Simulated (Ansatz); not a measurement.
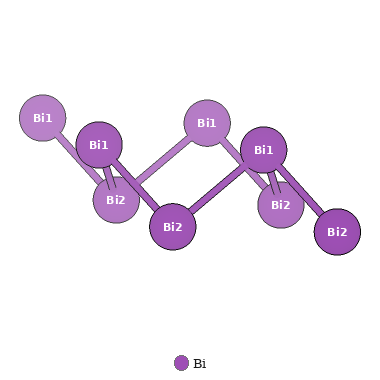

The system is a two-dimensional sheet of Bi of the honeycomb type (2 atoms in the cell); the picture shows the reference structure. The lattice constant and the buckling of a sheet are varied, nothing relaxed. First axis: lattice constant a of the sheet (both vectors scaled alike). Second axis: buckling: height of Bi1 above Bi2. Grid: 8 × 8 points. Points are written as (first, second). All energies are given in meV/atom relative to the lowest grid point. All numbers below come from Ansatz 0.2.0, DFT PBE, scalar-relativistic, plane waves, PAW. Settings: cutoff 420 eV, k-mesh 9×9×1, gaussian smearing 0.02 eV, no spin polarisation.

Its coordinates:

```yaml
crystal:
  lattice:
    - [4.27900, 0.00000, 0.00000]
    - [-2.13950, 3.70572, 0.00000]
    - [0.00000, 0.00000, 28.00000]
  atoms:
    - { symbol: Bi, position: [0.33333, 0.66667, 0.53302] }
    - { symbol: Bi, position: [0.66667, 0.33333, 0.46698] }
```

Range: lattice constant a of the sheet (both vectors scaled alike) from 4.070 to 4.558 Å; buckling: height of Bi1 above Bi2 from 0.00 to 2.59 Å.

### What will the energy surface look like?

The lowest grid point is at (4.279 Å, 1.85 Å). The highest grid point, (4.070 Å, 0.00 Å), lies 4706 meV/atom above the lowest.

| second ↓, first → | 4.070 | 4.140 | 4.209 | 4.279 | 4.349 | 4.419 | 4.489 | 4.558 |
| --- | --- | --- | --- | --- | --- | --- | --- | --- |
| 2.59 | 522 | 586 | 647 | 703 | 761 | 820 | 878 | 932 |
| 2.22 | 216 | 235 | 262 | 296 | 335 | 371 | 411 | 452 |
| 1.85 | 48 | 19 | 3 | 0 | 7 | 24 | 49 | 81 |
| 1.48 | 369 | 271 | 196 | 138 | 98 | 72 | 60 | 59 |
| 1.11 | 1456 | 1227 | 1033 | 860 | 715 | 596 | 502 | 431 |
| 0.74 | 2924 | 2489 | 2121 | 1799 | 1519 | 1284 | 1087 | 926 |
| 0.37 | 4198 | 3579 | 3048 | 2581 | 2180 | 1837 | 1544 | 1297 |
| 0.00 | 4706 | 3998 | 3392 | 2862 | 2400 | 2007 | 1677 | 1404 |

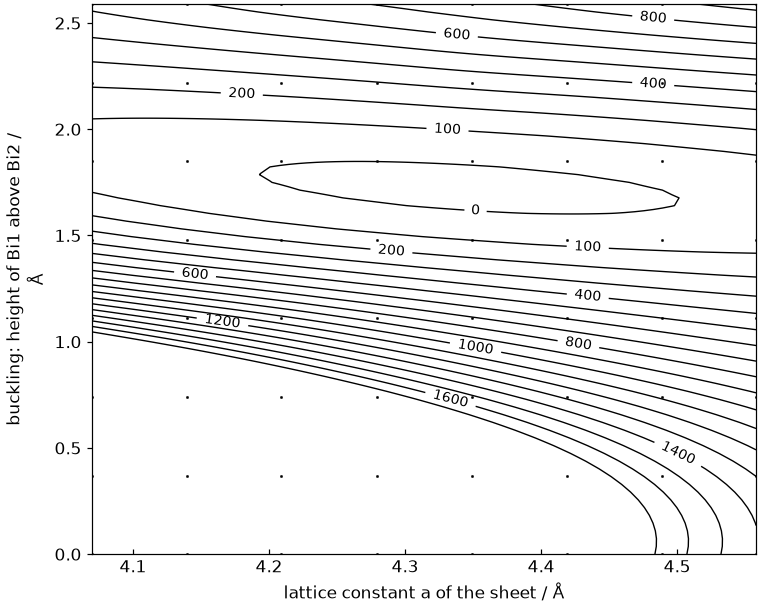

The picture shows contour lines labelled in meV/atom (none above 1700), dots at the grid points. Between grid points the surface is interpolated.

The whole map (64 points run) took 4.2 min on 1 thread of Intel(R) Xeon(R) 6975P-C (Granite Rapids) (shared host).
